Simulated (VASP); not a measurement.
System BaTiO₃ (space group Pm-3m, No. 221); source of the atomic positions: the end point of a relaxation with VASP Kohn-Sham DFT of a periodic cell, SCAN, VASP PAW PBE potentials, recommended (VASP 6.6.1).

```cif
data_structure
_symmetry_space_group_name_H-M 'P 1'
_symmetry_Int_Tables_number 1
_cell_length_a 4.0008
_cell_length_b 4.0008
_cell_length_c 4.0008
_cell_angle_alpha 90.000
_cell_angle_beta 90.000
_cell_angle_gamma 90.000
_cell_volume 64.04
loop_
_atom_site_label
_atom_site_type_symbol
_atom_site_fract_x
_atom_site_fract_y
_atom_site_fract_z
_atom_site_occupancy
Ba1 Ba 0.00000 0.00000 0.00000 1
Ti1 Ti 0.50000 0.50000 0.50000 1
O1 O 0.50000 0.50000 0.00000 1
O2 O 0.50000 0.00000 0.50000 1
O3 O 0.00000 0.50000 0.50000 1
```

Describe how the polyhedra about Ti are linked (bonds: O–Ti below 2.3 Å).

Ti: TiO6 octahedron, sharing corners with six neighbours.

They form a three-dimensional framework of corner-sharing octahedra.

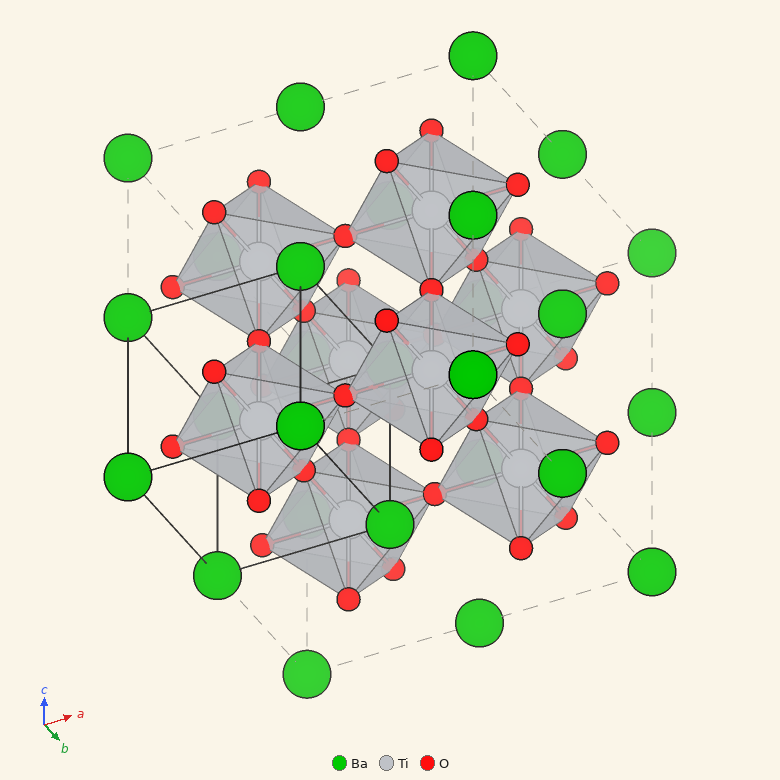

Polyhedra are drawn about Ti (bonds: O–Ti below 2.3 Å); other atoms are plain spheres.
